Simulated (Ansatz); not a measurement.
System: GdN, space group Fm-3m, 2 atoms in the cell.

```
Gd N
1.0
     3.53693    0.00000    0.00000
     0.00000    5.00197    0.00000
     1.76846    2.50099    1.76846
Gd N
1 1
Cartesian
  0.0000 2.5010 0.0000
  0.0000 0.0000 0.0000
```

Method: DFT PBE+U, scalar-relativistic, plane waves, PAW, Ueff = 6 eV on Gd f, spin-polarised, 5×4×9 k mesh, 420 eV cutoff, Gaussian smearing of 0.1 eV (Ansatz 0.2.0).

How will the Gd f shell be filled?

Counting eigenvalues over 0.6 as filled, Gd has 7 filled f states (f⁷), 7 up and 0 down; the eigenvalues sum to 7.0.

The run may have settled in a state above the lowest, so this need not be the ground state. The k mesh is coarse for this system. Spin-orbit coupling is left out, which matters for Gd. Open shells can settle in several states, and this one need not be the lowest.

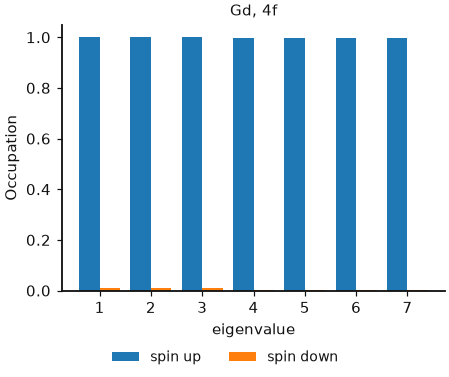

Eigenvalues of the local occupation matrix of the f shell (Löwdin-orthogonalised atomic projectors).
